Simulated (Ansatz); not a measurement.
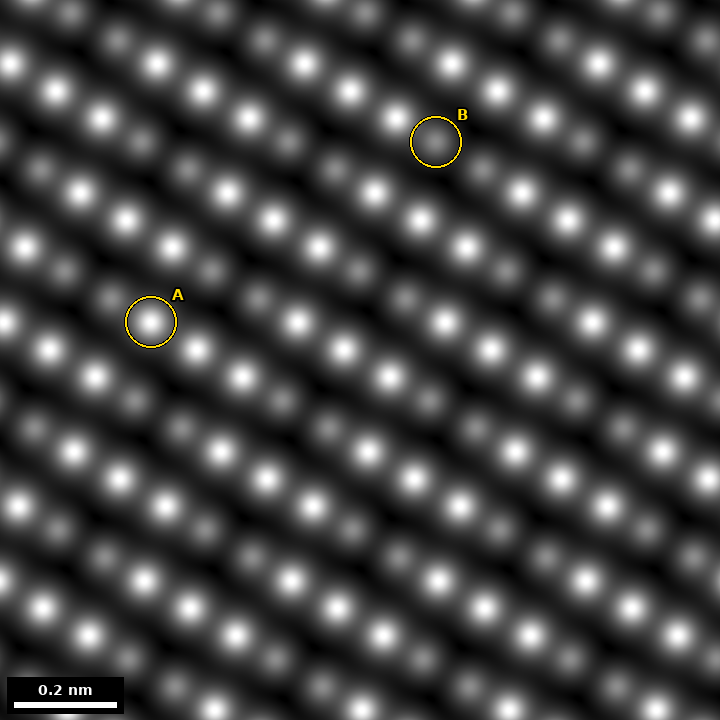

Projected-potential map of Cu₃O₂ (R-3m, No. 166) along [211]. Computed as the sum of neutral-atom potentials (tabulated electron scattering factors, B = 0.3 Å²) projected along the beam and smoothed by 0.25 Å; brighter is more positive. The display is stretched by a gamma of 0.6; percentages refer to the linear signal. Atomic positions: the end point of a relaxation with Ansatz 0.2.0, DFT PBE, scalar-relativistic, plane waves, PAW; the starting structure was generated, so it need not be a known form of this composition.

```cif
data_structure
_symmetry_space_group_name_H-M 'R-3m:H'
_symmetry_Int_Tables_number 166
_cell_length_a 2.9252
_cell_length_b 2.9252
_cell_length_c 20.7537
_cell_angle_alpha 90.000
_cell_angle_beta 90.000
_cell_angle_gamma 120.000
_cell_volume 153.79
loop_
_atom_site_label
_atom_site_type_symbol
_atom_site_symmetry_multiplicity
_atom_site_Wyckoff_symbol
_atom_site_fract_x
_atom_site_fract_y
_atom_site_fract_z
_atom_site_occupancy
Cu1 Cu 3 a 0.00000 0.00000 0.00000 1
Cu2 Cu 6 c 0.00000 0.00000 0.21113 1
O1 O 6 c 0.33333 0.66667 0.06011 1
```

**Which atoms make up the marked columns?**

A: Cu (1 Cu per 7.12 Å along the beam; the brightest kind). B: O (1 O per 7.12 Å along the beam; about 35 % of the brightest peak). Brightness is counted from the darkest point of the image.
